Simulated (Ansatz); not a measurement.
**Single-point calculation of CoSi2**

CoSi2 (Fm-3m, 3 atoms in the cell), computed with DFT PBE+D3(BJ), scalar-relativistic, plane waves, PAW, spin-polarised (Ansatz 0.2.0).

The structure derives from an entry of the Crystallography Open Database. Figures and captions count atoms from 1; the log counts them from 0 in places.

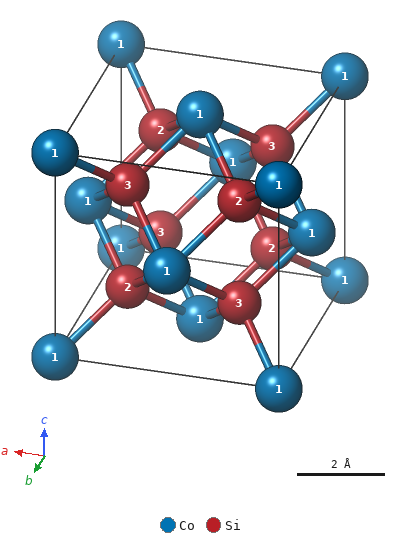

**Figure 1.** The structure (ball-and-stick view of the cell 4 times as large as that of the calculation, set on its symmetry axes, seen at an oblique angle; atoms are numbered from 1 in the order of the input). Near neighbours in the crystal (not all of them lie inside the picture): Co has 8 Si at 2.32 Å; Si has 4 Co at 2.32 Å.

**Results in brief**

```tsv
quantity	value
outcome	converged
space group (tolerance 0.01 Å)	Fm-3m (225)
electrons treated	25
free energy	−6400.4900 eV
Fermi energy	12.932 eV
gap on the k-point mesh	none (metallic)
net moment of the cell	0.00 μB
integrated absolute moment	0.00 μB
pressure	−6.13 GPa
largest force (length of the vector)	under 0.001 eV/Å
hardware	8 threads of Intel Xeon (Sapphire Rapids), 32 GiB of memory available, shared host
peak memory	0.38 GiB
```

**Notes**

The program warns: some starting moments were not kept. The cell is under a tension of 6.1 GPa at this level, so it is not at its equilibrium volume.

**The input**
```yaml
crystal:
  lattice:
    - [0.0, 2.6825, 2.6825]
    - [2.6825, 0.0, 2.6825]
    - [2.6825, 2.6825, 0.0]
  atoms:
    - { symbol: Co, position: [0.0, 0.0, 0.0], spin: 3.0 }
    - { symbol: Si, position: [0.25, 0.25, 0.25] }
    - { symbol: Si, position: [0.75, 0.75, 0.75] }
basis:
  ecutwfc: 420
kpoints:
  mp_grid: { grid: [6, 6, 6] }
hamiltonian:
  xc: pbe
  dispersion: d3bj
scf:
  occupations: { method: gaussian, width: 0.1 }
  lower_state_search: "off"
output:
  forces: true
  stress: true
  eigenvalues: true
  populations: true
magnetization:
  spin_polarized: true
```

Launched with:
```bash
ansatz run input.yaml --threads 8 --pin off --max-ram 20480MiB --backend cpu --events-out ev --progress --plain --runs-dir out
```

**The program's output**
```
Engine: ansatz 0.2.0, x86_64-unknown-linux-gnu
Pseudopotentials: kind: paw
Pseudopotential: Co, paw, valence charge 17, recommended cutoff 420 eV (normal), Co.paw.azcp
Pseudopotential: Si, paw, valence charge 4, recommended cutoff 420 eV (normal), Si.paw.azcp
Functional definition: PBE
  parameter kappa = 0.804
  parameter beta = 0.06672455060314922
  exchange = pbe_x(kappa = kappa, mu = beta*pi^2/3)
  correlation = pbe_c(beta = beta)
Crystal: 3 atoms, lattice volume = 38.606 Å³
Basis set: ecut = 420 eV, 749 PW (Γ), exchange–correlation on 54×54×54 points (8 copies of the dense FFT grid, shifted against one another)
Bands: 18, of which v1, the nominal top of the filled ones, is band 13 counted from 1 (12 counted from 0)
Symmetry: 48 space group operations
Space group: Fm-3m (ITA 225), of the structure as read, at distance tolerance 3.4e-5 Å
Magnetic group: BNS 225.116 (UNI 1618), of the structure as read, at distance tolerance 3.4e-5 Å
k-points: 16 of 216
Non-local potential: Co, projectors of the file, l = 0: 3, l = 1: 2, l = 2: 3, l = 3: 1
Non-local potential: Si, projectors of the file, l = 0: 2, l = 1: 2, l = 2: 2
PAW form: soft (Blöchl's): semilocal exchange-correlation on the pseudo side does not see the compensation charge
PAW one-centre angular grid: Co, 590 points (default); XC on 64 Gauss nodes
PAW one-centre angular grid: Si, 110 points (default); XC on 64 Gauss nodes
Initial density: superposition of atomic densities (chi_scale 0.1, normalization cell)
Starting moments: Σ|m| = 3 μB on 1 of 3 sites
Initial wavefunctions: pseudopotential atomic-orbital guess
Functional: x = pbe(κ = 0.804, μ = 0.2195149727645171), c = pbe(β = 0.06672455060314922)
SCF iter   1: F=—  HF=-6400.190876 eV  |F-HF|=—  |Δ(HF+E_count)|=         —  Δρ=2.13e-1 (↑1.11e-1 ↓2.13e-1)  dr2=6.22e0  dr2_m=9.00e0  M=0.451 μB ∫|m|=0.949 μB  β_m=0.30  ethr=3.10e-3  ⟨swp⟩=5.2  Hψ=2800  notcnv=0
preconditioner: auto → Kerker (q_TF=auto, 2.538 Å⁻¹)  [metal: Δε(μ)=0.028 eV  Ē_g=9.443 eV  σ=0.100 eV  W_gap=0.16  n_scr=14 (ndim 8)  ℏωp=24.6 eV  f_vac=0.000  D(μ)=1.98/eV (n_scr^D=14)]
spin=Collinear: Kerker preconditioning applied to the charge; magnetization (m = ρ↑ − ρ↓) channel mixes plain (no charge-response kernel on spin).
SCF iter   2: F=—  HF=-6399.666173 eV  |F-HF|=—  |Δ(HF+E_count)|=   5.25e-1  Δρ=1.76e-1 (↑1.76e-1 ↓1.15e-1)  dr2=1.30e0  dr2_m=7.25e0  M=0.657 μB ∫|m|=1.226 μB  β_m=0.30  ethr=3.10e-3  ⟨swp⟩=2.8  Hψ=1303  notcnv=0  defer=37
Mixer restart at iter 2: flushing history
spin-set hold released at iteration 2 (the charge has settled, or the pull on large starting moments outlasts its swing): the magnetisation degrees of freedom join the quasi-Newton model from the next iteration; the mixer history was flushed
SCF iter   3: F=—  HF=-6399.967263 eV  |F-HF|=—  |Δ(HF+E_count)|=   3.01e-1  Δρ=1.37e-1 (↑1.07e-1 ↓1.37e-1)  dr2=1.28e0  dr2_m=5.16e0  M=0.413 μB ∫|m|=0.948 μB  β_m=0.65  ethr=3.10e-3  ⟨swp⟩=2.2  Hψ=1112  notcnv=0  defer=37
SCF iter   4: F=—  HF=-6400.778162 eV  |F-HF|=—  |Δ(HF+E_count)|=   8.11e-1  Δρ=1.19e-1 (↑1.19e-1 ↓2.39e-2)  dr2=4.23e0  dr2_m=9.02e-1  M=0.431 μB ∫|m|=0.684 μB  β_m=0.74  ethr=3.10e-3  ⟨swp⟩=3.5  Hψ=1234  notcnv=0  defer=37
SCF iter   5: F=—  HF=-6400.499178 eV  |F-HF|=—  |Δ(HF+E_count)|=   2.79e-1  Δρ=1.92e-2 (↑1.92e-2 ↓8.95e-3)  dr2=2.17e-1  dr2_m=1.02e-2  M=-0.004 μB ∫|m|=0.091 μB  β_m=0.87  ethr=3.10e-3  ⟨swp⟩=2.2  Hψ=1263  notcnv=0  defer=39
SCF iter   6: F=—  HF=-6400.490963 eV  |F-HF|=—  |Δ(HF+E_count)|=   8.22e-3  Δρ=6.59e-3 (↑2.84e-3 ↓6.59e-3)  dr2=2.58e-2  dr2_m=1.79e-3  M=-0.034 μB ∫|m|=0.035 μB  β_m=0.85  ethr=8.68e-4  ⟨swp⟩=1.8  Hψ=678  notcnv=0  defer=38
SCF iter   7: F=—  HF=-6400.490287 eV  |F-HF|=—  |Δ(HF+E_count)|=   6.76e-4  Δρ=3.56e-3 (↑3.56e-3 ↓1.78e-3)  dr2=7.46e-3  dr2_m=3.53e-4  M=-0.016 μB ∫|m|=0.017 μB  β_m=0.92  ethr=1.03e-4  ⟨swp⟩=2.0  Hψ=758  notcnv=0  defer=38
SCF iter   8: F=—  HF=-6400.489978 eV  |F-HF|=—  |Δ(HF+E_count)|=   3.10e-4  Δρ=7.84e-4 (↑2.40e-4 ↓7.84e-4)  dr2=2.95e-4  dr2_m=4.85e-5  M=0.002 μB ∫|m|=0.005 μB  β_m=0.93  ethr=2.99e-5  ⟨swp⟩=1.2  Hψ=616  notcnv=0  defer=38
SCF iter   9: F=—  HF=-6400.490026 eV  |F-HF|=—  |Δ(HF+E_count)|=   4.82e-5  Δρ=3.22e-4 (↑3.22e-4 ↓1.06e-4)  dr2=3.80e-5  dr2_m=9.66e-6  M=0.002 μB ∫|m|=0.002 μB  β_m=0.97  ethr=1.18e-6  ⟨swp⟩=2.4  Hψ=765  notcnv=0  defer=38
SCF iter  10: F=—  HF=-6400.490044 eV  |F-HF|=—  |Δ(HF+E_count)|=   1.84e-5  Δρ=7.12e-5 (↑7.12e-5 ↓4.07e-5)  dr2=1.49e-6  dr2_m=8.72e-7  M=0.001 μB ∫|m|=0.001 μB  β_m=0.98  ethr=1.52e-7  ⟨swp⟩=2.2  Hψ=738  notcnv=0  defer=38
SCF iter  11: F=—  HF=-6400.490045 eV  |F-HF|=—  |Δ(HF+E_count)|=   1.12e-6  Δρ=2.70e-5 (↑2.70e-5 ↓9.07e-6)  dr2=1.93e-7  dr2_m=8.55e-8  M=0.000 μB ∫|m|=0.000 μB  β_m=0.99  ethr=5.95e-9  ⟨swp⟩=2.2  Hψ=739  notcnv=0  defer=38
iter 12 did not close the SCF: its close was put off for a magnetic moment that had not settled (scf_convergence_deferred on its scf_iter line)
SCF iter  12: F=-6400.490045 eV  HF=-6400.490045 eV  |F-HF|=3.46e-11  |Δ(HF+E_count)|=   4.66e-8  Δρ=2.03e-6 (↑8.73e-7 ↓2.03e-6)  dr2=3.06e-10  dr2_m=6.76e-10  M=0.000 μB ∫|m|=0.000 μB  β_m=1.00  ethr=4.00e-10  ⟨swp⟩=9.1  Hψ=2442  notcnv=0
SCF iter  13: F=-6400.490045 eV  HF=-6400.490045 eV  |F-HF|=3.64e-12  |Δ(HF+E_count)|=  3.25e-10  Δρ=1.27e-7 (↑7.51e-8 ↓1.27e-7)  dr2=1.68e-12  dr2_m=3.14e-12  M=0.000 μB ∫|m|=0.000 μB  ethr=1.22e-12  ⟨swp⟩=1.0  Hψ=1506  notcnv=0
WARN: the starting moments were not kept: the SCF closed with an absolute magnetisation of 1.4e-6 μB, where they sum to 3 μB in size (1 site). That is at most 0.1 of that sum. Measured as dr2_m measures the in/out step, that magnetisation stands 2.0e-12 eV from none, at or under the dr2_threshold of 1.0e-7 eV: it is no larger than a step whose dr2_m would equal this threshold. The system may hold no moment; this SCF shows only that its start led to no more than that. To try another start: raise the starting moments (crystal.atoms[].spin, magnetization.per_species, magnetization.initial_magnetization, or on a non-collinear deck that types none of these the spinor_matrix: blocks that start its atoms; where the total moment is fixed, keep their sum and leave initial_magnetization as it is; typed ones take the place of any that the run laid by itself, positive ones on a crystal's lanthanoids without a Hubbard term where scf.initial_density.shell_occupations: [] is typed) or, if the notice of its spin-set hold's release reads "site moments contracting" or "site moments show no strong build", lengthen the hold (scf.mixing.spin_hold: { on: { confirm: 4 } }; for m-r²SCAN on two components see the key's manual first). Each may lead to a state that holds a moment. A second SCF, from the converged charge density, with the starting moments and any scf.initial_density.shell_occupations laid on it anew, would have followed, and was not run: the deck does not ask for one (magnetization.retry_lost_moments is false, the default). To let it run, set magnetization.retry_lost_moments: true and run the deck again, where that key's refused combinations let it; where memory then withholds it, that run's warning says so.
SCF 1 converged in 13 iterations: F = -6400.490045 eV  dr2 = 1.68e-12
  greatest PAW one-centre occupation: 1.000 electrons in one spin orbital (limit 2), on the Co atom at site 0 (counted from 0), in its partial waves of l = 0
```

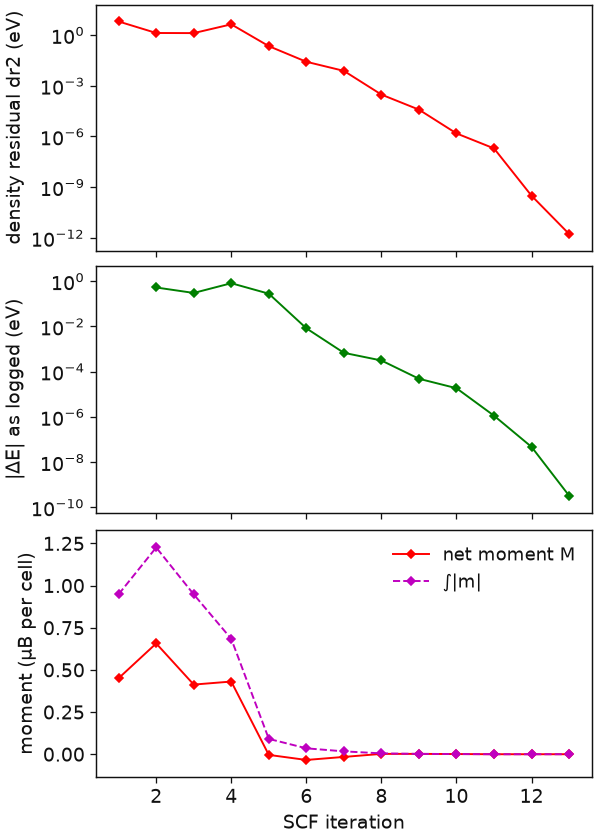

**Figure 2.** Convergence of the self-consistent field: density residual dr2, size of the energy change and magnetic moment against the SCF iteration. The residual comes down, with one marked jump up, by a factor of about 3, at step 4. The net moment goes from 0.5 to 0.0 μB per cell, and ∫|m| falls to zero.

```
SCF converged after 13 iterations
Magnetization: 0.0000 μB (12.5000 up, 12.5000 down)
Absolute magnetization: 0.0000 μB (∫|ρ↑−ρ↓|, with the PAW one-centre terms)
Spin contamination: 0.0000 ħ² per cell (⟨S²⟩ above its minimum at these occupations)
Per-site moments (μB) at R_I (Å): [(7.251387295628887e-7, 0.9582841725813496), (-4.07619155896441e-8, 0.9582841725813496), (-4.076191585349722e-8, 0.9582841725813496)]
Free energy (F): -6400.490045 eV
Harris-Foulkes:  -6400.490045 eV  (|F-HF|=3.64e-12)
Internal energy: -6400.481339 eV  (E = F + TS)
E sigma→0 (E₀):  -6400.485692 eV
Entropy (-TS):   -0.008707 eV (-2.902 meV/atom)
Fermi energy:    12.931959 eV
--- Per-component energies (eV) ---
  E_band       = -285.739192
  E_kinetic    = 547.086205
  E_local      = -4102.026315  (includes V_loc(G=0)·N_el)
  E_nonlocal   = 501.293409
  E_hartree    = 1784.441798
  E_xc         = -273.927708
  E_vxc        = -305.026183  (∫ρ·V_xc dr)
  E_paw        = -2541.432001  (= ΣΔE_a)
  E_vpaw       = -495.949996  (= ΣTr[D̂ρ^β])
  E_aug_tail   = 0.000165  (compensation charges beyond the density's cutoff)
  E_ewald      = -2314.597084
  E_disp       = -1.319806  (pairwise vdW)
  E_smearing   = -0.008707  (= −TS)
  E_closure    = 0.000000  (closes the sum)
  Σ components = -6400.490045   (vs F -6400.490045, Δ=0.00e0)
--- Forces (eV/Å), atoms counted from 1 ---
  atom   1  Co    -0.00000000     0.00000000    -0.00000000
  atom   2  Si    -0.00000000    -0.00000000     0.00000000
  atom   3  Si     0.00000000     0.00000000    -0.00000000
  max |Σ_I F_I| component: 1.85e-17 eV/Å
--- Stress (GPa, compression-positive) ---
       -6.129950      -0.000000      -0.000000
        0.000000      -6.129950       0.000000
       -0.000000      -0.000000      -6.129950
  P = ⅓ Tr σ = -6.1300 GPa (-61.300 kbar)
--- Band table (eV; the first three rows and the last of 32) ---
  k-point 0 ↑: bands = ["-81.9341", "-45.2491", "-45.2491", "-45.2491", "-0.2982", "8.7430", "8.7430", "8.7430", "10.9195", "10.9195", "13.5090", "16.2219", "16.2219", "16.2219", "16.2252", "16.2252", "16.2252", "18.4412"]
  k-point 1 ↑: bands = ["-81.9341", "-45.2497", "-45.2492", "-45.2492", "0.1207", "7.7744", "8.8842", "8.8842", "10.8172", "10.8172", "12.9778", "14.5535", "14.7429", "14.7429", "17.1198", "17.1198", "17.8094", "18.3572"]
  k-point 2 ↑: bands = ["-81.9341", "-45.2509", "-45.2494", "-45.2494", "1.3422", "5.6463", "9.1480", "9.1480", "10.8431", "10.8431", "11.2101", "13.2545", "13.2545", "15.3724", "16.4229", "16.4229", "17.1352", "20.7604"]
  k-point 15 ↓: bands = ["-81.9341", "-45.2511", "-45.2503", "-45.2500", "4.1871", "5.3552", "6.1528", "7.6490", "10.0801", "10.7535", "10.8736", "11.3554", "11.9821", "15.2438", "17.2040", "18.0376", "21.2444", "22.2574"]
--- Löwdin populations: 3 sites ---
  site symbol       q [e]    m [muB]
     0     Co     16.7186     0.0000
     1     Si      3.9713    -0.0000
     2     Si      3.9713    -0.0000
  spilling = 0.013555 (of n_electrons = 25.000000)
```

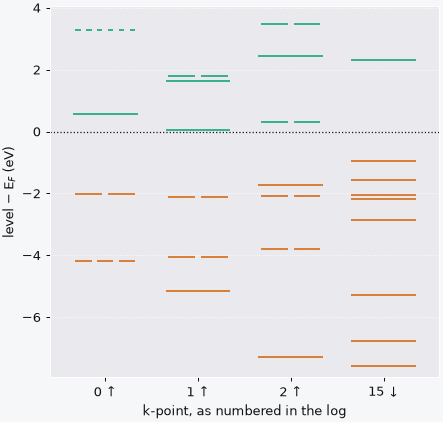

**Figure 3.** Kohn–Sham levels near the Fermi level (dotted) at the few k-points that the log prints; levels within 0.02 eV of each other stand side by side. The system is metallic on the full mesh.
